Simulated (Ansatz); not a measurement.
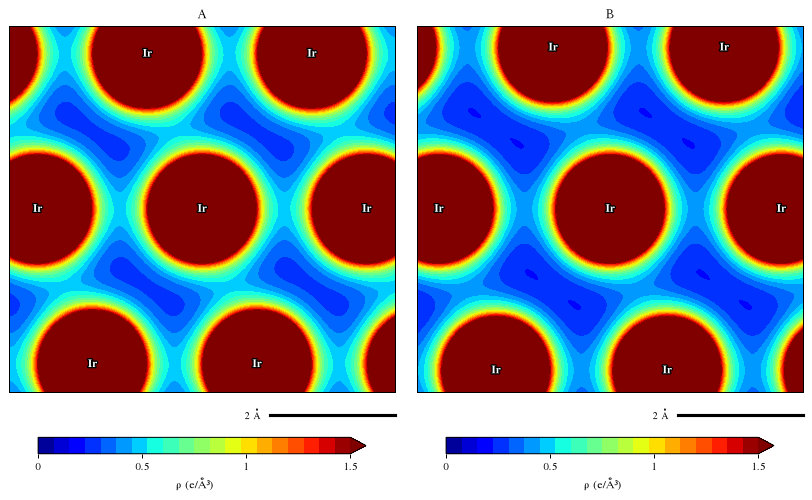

Ir. The valence charge density (pseudo) of two cells that differ in size, on the (010) plane of each (indices in the axes of the calculation cell), at one length scale and on one colour scale: B has 15.9 Å³ an atom and A 14.1.

Theory: DFT, r2SCAN, plane waves (500 eV) with PAW, scalar-relativistic (Ansatz 0.2.0).

In a PAW calculation such maps are meaningful between the atoms, not at the nuclei.

Question: What does the compression do to the bonding and the properties?

Answer: From the larger cell to the smaller, Ir–Ir goes from 2.74 to 2.64 Å, and the density at its midpoint from 0.41 to 0.49 e/Å³; the pressure goes from −21 to 15 GPa.
